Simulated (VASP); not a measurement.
# Run report: NaI, single-point calculation

System: NaI (P4/mmm, 2 atoms in the cell).
Method: DFT, plane waves, PAW, settings varied from a PBE run (VASP 6.6.1).

The structure was built on a prototype by a generator. The geometry comes from this level: r2SCAN (a point of a series of strains).

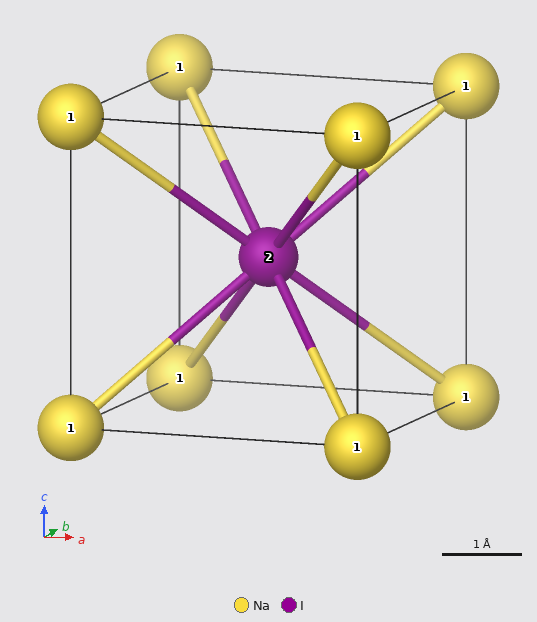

Fig. 1: The structure (ball-and-stick view of the cell of the calculation, seen slightly off an axis; atoms are numbered from 1 in the order of the input). Near neighbours in the crystal (not all of them lie inside the picture): Na has 8 I at 3.43 Å; I has 8 Na at 3.43 Å.

### INCAR
```
ENCUT = 520.000000
SIGMA = 0.020000
EDIFF = 1.00e-07
GGA = PE
PREC = Accurate
IBRION = -1
ISIF = 2
ISMEAR = -1
NBANDS = 14
NELM = 120
NSW = 0
LASPH = .TRUE.
LCHARG = .FALSE.
LWAVE = .FALSE.
LREAL = .FALSE.
ALGO = Conjugate
```

### KPOINTS
```
KPOINTS created by Atomic Simulation Environment
0
Monkhorst-Pack
6 6 6
0 0 0
```

### POSCAR
```
Na I
 1.0000000000000000
     3.9225530217000002    0.0000000000000000    0.0000000000000000
     0.0000000000000000    3.9225530217000002    0.0000000000000000
     0.0000000000000000    0.0000000000000000    4.0405366932000000
 Na  I
   1   1
Cartesian
  0.0000000000000000  0.0000000000000000  0.0000000000000000
  1.9612765108500001  1.9612765108500001  2.0202683466000004
```

Launch command:
```bash
mpirun -np 1 vasp_std
```

### OSZICAR
```
N       E                     dE             d eps       ncg     rms           ort
DAV:   1     0.830175806262E+02    0.83018E+02   -0.66975E+03   252   0.103E+03
DAV:   2     0.939654273553E+00   -0.82078E+02   -0.75555E+02   252   0.221E+02
DAV:   3    -0.502510829573E+01   -0.59648E+01   -0.59304E+01   252   0.595E+01
DAV:   4    -0.516253409478E+01   -0.13743E+00   -0.13740E+00   252   0.919E+00
DAV:   5    -0.516614401760E+01   -0.36099E-02   -0.36099E-02   252   0.146E+00
SDA:   6    -0.495578689858E+01    0.21036E+00   -0.36099E-02   252   0.274E+00   0.000E+00
CGA:   7    -0.503104867229E+01   -0.75262E-01   -0.75375E-01   252   0.737E-01  -0.106E-02
CGA:   8    -0.504303022620E+01   -0.11982E-01   -0.11979E-01   252   0.140E-01   0.909E-04
CGA:   9    -0.504866224650E+01   -0.56320E-02   -0.56330E-02   252   0.274E-02  -0.461E-05
CGA:  10    -0.504955401499E+01   -0.89177E-03   -0.89155E-03   252   0.674E-03   0.223E-05
CGA:  11    -0.504969330610E+01   -0.13929E-03   -0.13947E-03   252   0.140E-03   0.695E-05
CGA:  12    -0.504973583204E+01   -0.42526E-04   -0.42397E-04   252   0.158E-04   0.188E-05
CGA:  13    -0.504974093308E+01   -0.51010E-05   -0.50027E-05   252   0.459E-05   0.132E-05
SDA:  14    -0.504974211976E+01   -0.11867E-05   -0.11925E-05   252   0.142E-05   0.118E-05
SDA:  15    -0.504974266185E+01   -0.54209E-06   -0.50281E-06   252   0.563E-06   0.355E-06
SDA:  16    -0.504974279462E+01   -0.13277E-06   -0.13655E-06   252   0.287E-06   0.296E-06
SDA:  17    -0.504974287769E+01   -0.83077E-07   -0.78890E-07   252   0.166E-06   0.198E-06
   1 F= -.50497429E+01 E0= -.50497429E+01  d E =-.142041E-11
```

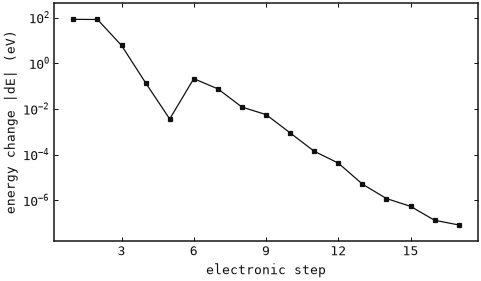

Fig. 2: Convergence of the self-consistent field: energy change |dE| against the electronic step. It takes 17 electronic steps. The density is held fixed in the first few steps, and dE rises again when its update begins.

### Parts of OUTCAR
```
k-points           NKPTS =     18   k-points in BZ     NKDIM =     18   number of bands    NBANDS=     14

   NELECT =      14.0000    total number of electrons

   dimension x,y,z NGX =    30 NGY =   30 NGZ =   30
   dimension x,y,z NGXF=    60 NGYF=   60 NGZF=   60

  energy-cutoff  :      520.00
  volume of cell :       62.17
      direct lattice vectors                 reciprocal lattice vectors
     3.922553022  0.000000000  0.000000000     0.254936006  0.000000000  0.000000000
     0.000000000  3.922553022  0.000000000     0.000000000  0.254936006  0.000000000
     0.000000000  0.000000000  4.040536693     0.000000000  0.000000000  0.247491874

 k-points in reciprocal lattice and weights: KPOINTS created by Atomic Simulation Env
   0.08333333  0.08333333  0.08333333       0.037
   0.25000000  0.08333333  0.08333333       0.074
   0.41666667  0.08333333  0.08333333       0.074
   0.25000000  0.25000000  0.08333333       0.037
   0.41666667  0.25000000  0.08333333       0.074
   0.41666667  0.41666667  0.08333333       0.037
   0.08333333  0.08333333  0.25000000       0.037
   0.25000000  0.08333333  0.25000000       0.074
   0.41666667  0.08333333  0.25000000       0.074
   0.25000000  0.25000000  0.25000000       0.037
   0.41666667  0.25000000  0.25000000       0.074
   0.41666667  0.41666667  0.25000000       0.037
   0.08333333  0.08333333  0.41666667       0.037
   0.25000000  0.08333333  0.41666667       0.074
   0.41666667  0.08333333  0.41666667       0.074
   0.25000000  0.25000000  0.41666667       0.037
   0.41666667  0.25000000  0.41666667       0.074
   0.41666667  0.41666667  0.41666667       0.037

 E-fermi :   2.7342

 k-point     1 :       0.0833    0.0833    0.0833
  band No.  band energies     occupation
      1     -21.2483      2.00000
      2     -21.2482      2.00000
      3     -21.2437      2.00000
      4      -9.5479      2.00000
      5       1.2512      2.00000
      6       1.5170      2.00000
      7       1.6164      2.00000
      8       5.5351      0.00000
      9       8.2585      0.00000
     10       8.4595      0.00000
     11      12.2734      0.00000
     12      12.8261      0.00000
     13      13.0000      0.00000
     14      14.7913      0.00000

 k-point     2 :       0.2500    0.0833    0.0833
  band No.  band energies     occupation
      1     -21.2533      2.00000
      2     -21.2478      2.00000
      3     -21.2432      2.00000
      4      -9.3809      2.00000
      5       0.0909      2.00000
      6       1.4845      2.00000
      7       1.7470      2.00000
      8       6.4207      0.00000
      9       8.7153      0.00000
     10       9.4927      0.00000
     11      10.9649      0.00000
     12      11.3827      0.00000
     13      13.0514      0.00000
     14      13.7013      0.00000

 k-point     3 :       0.4167    0.0833    0.0833
  band No.  band energies     occupation
      1     -21.2584      2.00000
      2     -21.2473      2.00000
      3     -21.2427      2.00000
      4      -9.1968      2.00000
      5      -0.9166      2.00000
      6       1.6895      2.00000
      7       1.9410      2.00000
      8       7.2995      0.00000
      9       8.5743      0.00000
     10       9.3062      0.00000
     11       9.9522      0.00000
     12      11.3156      0.00000
     13      12.6662      0.00000
     14      13.6332      0.00000

 k-point     4 :       0.2500    0.2500    0.0833
  band No.  band energies     occupation
      1     -21.2529      2.00000
      2     -21.2525      2.00000
      3     -21.2427      2.00000
      4      -9.2223      2.00000
      5       0.1999      2.00000
      6       0.5204      2.00000
      7       1.6769      2.00000
      8       7.1071      0.00000
      9       8.3412      0.00000
     10      10.1287      0.00000
     11      10.8354      0.00000
     12      11.2482      0.00000
     13      11.9541      0.00000
     14      14.0725      0.00000

 k-point     5 :       0.4167    0.2500    0.0833
  band No.  band energies     occupation
      1     -21.2576      2.00000
      2     -21.2520      2.00000
      3     -21.2422      2.00000
      4      -9.0484      2.00000
      5      -0.6344      2.00000
      6       0.6632      2.00000
      7       1.8733      2.00000
      8       6.8438      0.00000
      9       8.3095      0.00000
     10       9.4176      0.00000
     11      10.9616      0.00000
     12      11.8271      0.00000
     13      12.1093      0.00000
     14      14.5512      0.00000

 k-point     6 :       0.4167    0.4167    0.0833
  band No.  band energies     occupation
      1     -21.2568      2.00000
      2     -21.2567      2.00000
      3     -21.2418      2.00000
      4      -8.8866      2.00000
      5      -0.3207      2.00000
      6      -0.2525      2.00000
      7       2.0650      2.00000
      8       5.6219      0.00000
      9       9.0475      0.00000
     10       9.8153      0.00000
     11      10.1584      0.00000
     12      12.2766      0.00000
     13      12.2967      0.00000
     14      13.5492      0.00000

 k-point     7 :       0.0833    0.0833    0.2500
  band No.  band energies     occupation
      1     -21.2480      2.00000
      2     -21.2479      2.00000
      3     -21.2475      2.00000
      4      -9.4095      2.00000
      5      -0.0100      2.00000
      6       1.6660      2.00000
      7       1.7590      2.00000
      8       6.5548      0.00000
      9       8.8239      0.00000
     10       9.2545      0.00000
     11      11.0375      0.00000
     12      11.1474      0.00000
     13      13.2273      0.00000
     14      13.9075      0.00000

 k-point     8 :       0.2500    0.0833    0.2500
  band No.  band energies     occupation
      1     -21.2528      2.00000
      2     -21.2475      2.00000
      3     -21.2468      2.00000
      4      -9.2509      2.00000
      5       0.1360      2.00000
      6       0.4602      2.00000
      7       1.8931      2.00000
      8       7.1510      0.00000
      9       8.3791      0.00000
     10      10.0623      0.00000
     11      10.8713      0.00000
     12      11.2214      0.00000
     13      12.0701      0.00000
     14      14.2086      0.00000

 k-point     9 :       0.4167    0.0833    0.2500
  band No.  band energies     occupation
      1     -21.2577      2.00000
      2     -21.2470      2.00000
      3     -21.2462      2.00000
      4      -9.0769      2.00000
      5      -0.6645      2.00000
      6       0.5764      2.00000
      7       2.0842      2.00000
      8       6.6373      0.00000
      9       8.5475      0.00000
     10       9.6914      0.00000
     11      10.8209      0.00000
     12      11.9559      0.00000
     13      12.3299      0.00000
     14      14.5084      0.00000

 k-point    10 :       0.2500    0.2500    0.2500
  band No.  band energies     occupation
      1     -21.2524      2.00000
      2     -21.2520      2.00000
      3     -21.2462      2.00000
      4      -9.0976      2.00000
      5       0.3025      2.00000
      6       0.6572      2.00000
      7       0.6981      2.00000
      8       7.3325      0.00000
      9       8.7279      0.00000
     10       8.7995      0.00000
     11      10.7326      0.00000
     12      11.7900      0.00000
     13      11.9744      0.00000
     14      14.5092      0.00000

 k-point    11 :       0.4167    0.2500    0.2500
  band No.  band energies     occupation
      1     -21.2570      2.00000
      2     -21.2517      2.00000
      3     -21.2456      2.00000
      4      -8.9300      2.00000
      5      -0.4048      2.00000
      6       0.7317      2.00000
      7       0.9094      2.00000
      8       6.7993      0.00000
      9       7.7194      0.00000
     10       8.7376      0.00000
     11      11.3692      0.00000
     12      12.2053      0.00000
     13      12.8945      0.00000
     14      14.1543      0.00000

 k-point    12 :       0.4167    0.4167    0.2500
  band No.  band energies     occupation
      1     -21.2564      2.00000
      2     -21.2563      2.00000
      3     -21.2451      2.00000
      4      -8.7700      2.00000
      5      -0.1195      2.00000
      6      -0.0628      2.00000
      7       1.0383      2.00000
      8       6.0244      0.00000
      9       7.7410      0.00000
     10       7.8918      0.00000
     11      11.4139      0.00000
     12      11.8498      0.00000
     13      14.5682      0.00000
     14      14.6099      0.00000

 k-point    13 :       0.0833    0.0833    0.4167
  band No.  band energies     occupation
      1     -21.2513      2.00000
      2     -21.2476      2.00000
      3     -21.2475      2.00000
      4      -9.2592      2.00000
      5      -0.9163      2.00000
      6       1.8415      2.00000
      7       1.9145      2.00000
      8       7.4574      0.00000
      9       8.6141      0.00000
     10       9.3650      0.00000
     11       9.9937      0.00000
     12      11.4199      0.00000
     13      12.7353      0.00000
     14      13.8865      0.00000

 k-point    14 :       0.2500    0.0833    0.4167
  band No.  band energies     occupation
      1     -21.2523      2.00000
      2     -21.2505      2.00000
      3     -21.2471      2.00000
      4      -9.1104      2.00000
      5      -0.6263      2.00000
      6       0.5972      2.00000
      7       2.0530      2.00000
      8       6.7317      0.00000
      9       8.5842      0.00000
     10       9.6238      0.00000
     11      11.0615      0.00000
     12      11.9887      0.00000
     13      12.3341      0.00000
     14      14.4701      0.00000

 k-point    15 :       0.4167    0.0833    0.4167
  band No.  band energies     occupation
      1     -21.2571      2.00000
      2     -21.2497      2.00000
      3     -21.2467      2.00000
      4      -8.9480      2.00000
      5      -0.3683      2.00000
      6      -0.2545      2.00000
      7       2.2398      2.00000
      8       5.4869      0.00000
      9       9.3230      0.00000
     10      10.0362      0.00000
     11      10.4058      0.00000
     12      12.5091      0.00000
     13      12.6706      0.00000
     14      13.8377      0.00000

 k-point    16 :       0.2500    0.2500    0.4167
  band No.  band energies     occupation
      1     -21.2520      2.00000
      2     -21.2516      2.00000
      3     -21.2497      2.00000
      4      -8.9632      2.00000
      5      -0.3598      2.00000
      6       0.7238      2.00000
      7       0.8985      2.00000
      8       6.8053      0.00000
      9       7.7278      0.00000
     10       8.8813      0.00000
     11      11.6732      0.00000
     12      12.3087      0.00000
     13      12.9244      0.00000
     14      13.9342      0.00000

 k-point    17 :       0.4167    0.2500    0.4167
  band No.  band energies     occupation
      1     -21.2565      2.00000
      2     -21.2513      2.00000
      3     -21.2490      2.00000
      4      -8.8029      2.00000
      5      -0.1385      2.00000
      6      -0.0278      2.00000
      7       1.0517      2.00000
      8       5.9286      0.00000
      9       7.8572      0.00000
     10       8.0003      0.00000
     11      11.5482      0.00000
     12      12.3093      0.00000
     13      14.2696      0.00000
     14      14.7840      0.00000

 k-point    18 :       0.4167    0.4167    0.4167
  band No.  band energies     occupation
      1     -21.2558      2.00000
      2     -21.2558      2.00000
      3     -21.2484      2.00000
      4      -8.6452      2.00000
      5       0.1105      2.00000
      6       0.1535      2.00000
      7       0.2409      2.00000
      8       6.4639      0.00000
      9       6.7822      0.00000
     10       6.7987      0.00000
     11       9.9754      0.00000
     12      14.9022      0.00000
     13      15.5242      0.00000
     14      15.6272      0.00000

  Total        0.7874154      0.7874154      0.1621452      0.0000000      0.0000000      0.0000000
  in kB       20.2926031     20.2926031      4.1786684      0.0000000      0.0000000      0.0000000
  external PRESSURE =      14.9212915 kB  Pullay stress =       0.0000000 kB

 POSITION                                       TOTAL-FORCE (eV/Angst)
 -----------------------------------------------------------------------------------
      0.00000      0.00000      0.00000         0.000000      0.000000      0.000000
      1.96128      1.96128      2.02027         0.000000      0.000000      0.000000
 -----------------------------------------------------------------------------------
    total drift:                                0.000000     -0.000000     -0.000000

  FREE ENERGIE OF THE ION-ELECTRON SYSTEM (eV)
  ---------------------------------------------------
  free  energy   TOTEN  =        -5.0497428777 eV

  energy  without entropy=       -5.0497428777  energy(sigma->0) =       -5.04974288
```

### Results in brief

```json
{"quantity": "outcome", "value": "converged"}
{"quantity": "space group (tolerance 0.01 Å)", "value": "P4/mmm (123)"}
{"quantity": "electrons treated", "value": "14"}
{"quantity": "free energy", "value": "−5.0497 eV"}
{"quantity": "Fermi energy", "value": "2.734 eV"}
{"quantity": "band gap", "value": "3.25 eV"}
{"quantity": "pressure", "value": "1.49 GPa"}
{"quantity": "largest force (length of the vector)", "value": "under 0.001 eV/Å"}
{"quantity": "hardware", "value": "1 CPU thread, shared host"}
{"quantity": "wall time", "value": "13 s"}
{"quantity": "peak memory", "value": "0.17 GiB"}
```

### Notes

Settings chosen away from the usual ones: ALGO = Conjugate.
